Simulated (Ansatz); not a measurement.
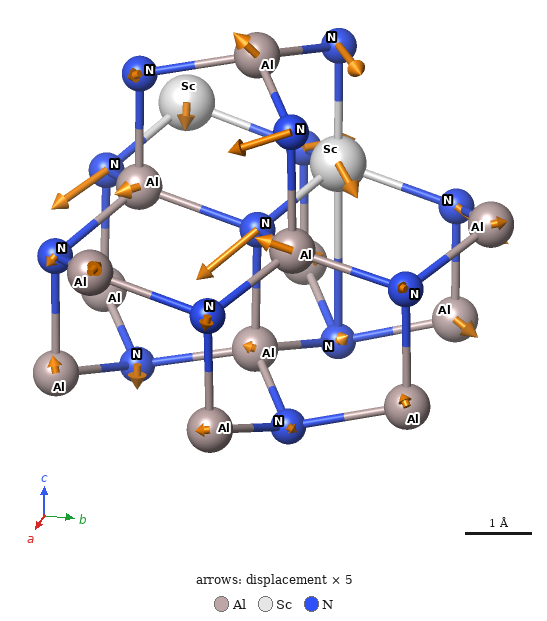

A relaxation of solid Al₄₂Sc₆N₄₈ (a generated structure, set up in P1). The starting structure is drawn; orange arrows show the displacements (the part carried along by the change of the cell is left out), 5 times their true length.

The picture is a ball-and-stick view of the atoms within 4.2 Å of the atom that moves most (axes of the cell of the calculation (origin shifted)), seen from a free direction.

Computed with Ansatz 0.2.0, DFT, PBEsol, PAW, plane waves. Settings: plane-wave cutoff 420 eV; k-point mesh 1 × 1 × 1; mesh shifted by (0.5, 0.5, 0.5); no spin polarisation; cell relaxed at fixed alpha, beta, gamma; force threshold 0.03 eV/Å; at most 80 steps.

> What did the optimiser do to the structure, and how much energy did it gain?

An N atom moves most relative to the cell: 0.24 Å along [2 −3 −3]. Largest moves by element: N 0.24 Å, Al 0.14 Å, Sc 0.14 Å. The drawn cell changes as follows: a 9.549 → 9.468 Å (−0.9 %), b 11.027 → 11.004 Å (−0.2 %), c 9.840 → 10.016 Å (+1.8 %); the volume changes by +0.7 %. Some distances before and after: N–Sc 1.895 → 2.060 Å, Al–N 1.999 → 1.882 Å, N–Sc 1.923 → 2.030 Å, N–Sc 1.959 → 2.064 Å. Bond angles that change, for instance: Al–N–Sc 114.9° → 103.8°, Al–N–Al 104.3° → 113.3°, Al–N–Al 104.4° → 110.5°. The space group stays P1 (No. 1). Over 7 geometry steps the energy falls by 72.6 meV per atom. Largest force component: 4.2 eV/Å at the start, 0.0046 eV/Å at the end. The pressure goes from 3.06 to 0.00 GPa. The run took roughly 6 core-minutes on a shared host.
